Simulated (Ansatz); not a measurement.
Ni

Input file:

```
crystal:
  lattice:
    - [3.7697503013, 0.0, 0.0]
    - [-1.8848751506, 3.2646995268, 0.0]
    - [0.0, 0.0, 2.285396855]
  atoms:
    - { symbol: Ni, position: [1.0, 1.0, 0.0], spin: 0.607 }
    - { symbol: Ni, position: [0.3333333333, 0.6666666667, 0.5], spin: 0.653 }
    - { symbol: Ni, position: [0.6666666667, 0.3333333333, 0.5], spin: 0.653 }
hamiltonian:
  xc: mr2scan
  pseudopotentials:
    kind: paw
    azcp:
      Ni: "pseudopotentials/Ni.paw.azcp"
basis:
  ecutwfc: 500
  fft_grid_basis: typed
kpoints:
  mp_grid: { grid: [10, 10, 15], shift: [0, 0, 0] }
magnetization:
  spin_polarized: true
scf:
  occupations: { method: fermi_dirac, width: 0.05 }
  lower_state_search: "off"
output:
  stress: true
  write_density: true
  write_potential: true
  elf: true
  volumetric_format: npy
```

Command:

```sh
ansatz run input.yaml --threads 2 --pin off --max-ram 5120MiB --backend cpu --events-out ev --progress --plain --runs-dir out
```

Below, planes, directions and counts refer to the conventional cell (a = 3.77 Å, b = 3.77 Å, c = 2.29 Å, α = 90.00°, β = 90.00°, γ = 120.00°).

Space group P6/mmm; set up as Ni, omega (AlB2-type); a generated structure, not necessarily the stable one; changed on purpose from its base cell (volume × 0.88); computed pressure about 37 GPa in this cell; spin-polarised.

Theory: DFT, m-r2SCAN, plane waves (500 eV) with PAW, scalar-relativistic in Ansatz.

In a PAW calculation such maps are meaningful between the atoms, not at the nuclei.

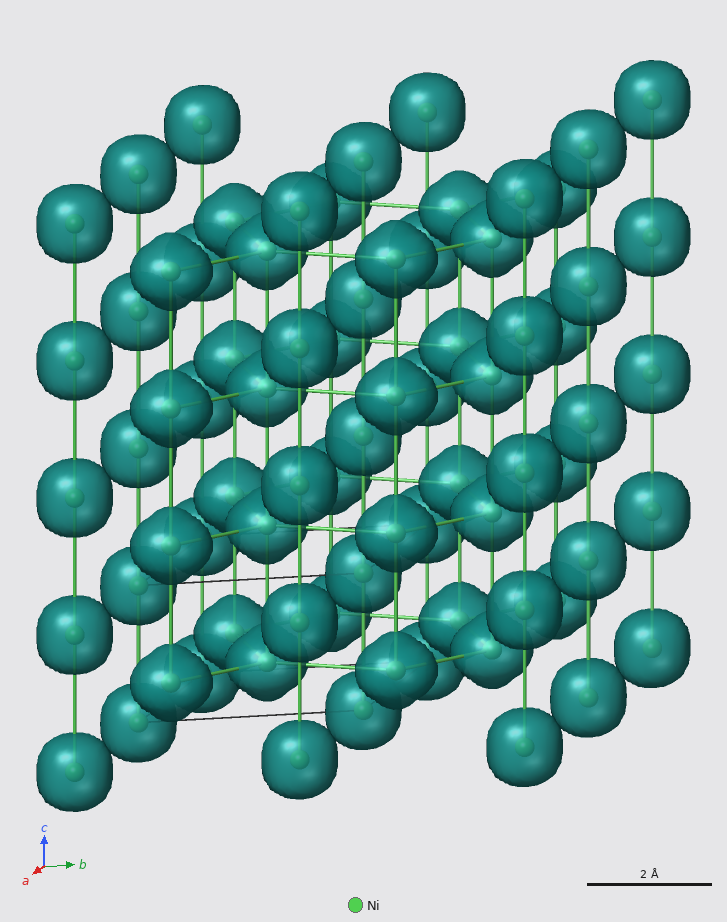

Figure 1. Isosurface of the spin density (up minus down) at +0.1 e/Å³ (teal), seen slightly off an axis. Sticks mark near contacts.

**Describe the spin distribution.**

The spin density sits on Ni: +0.5 μB (×3) in one cell of 3 atoms: parallel main moments (a ferromagnetic arrangement) in this solution. The cell of the calculation (3 atoms) carries 1.5 μB of net spin moment.

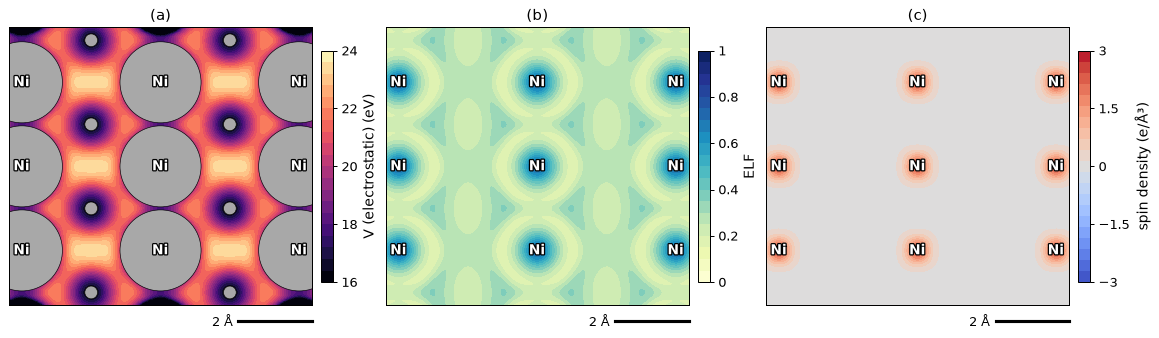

Figure 2. (a) electrostatic potential energy of an electron; (b) electron localisation function; (c) spin density (up minus down) on the (100) plane of the conventional cell. Grey discs cover the atomic cores in the potential map.

**What does the map show?**

The section cuts through Ni sites. Ni–Ni (2.29 Å): the ELF is about 0.20 at the midpoint: no localised pair shows between them. The features right at Ni lie inside the PAW spheres, where the map follows smoothed inner orbitals and isn't to be read closely.

**Does the calculation give a band gap?**

It is gapless in this calculation (a metal or semimetal).
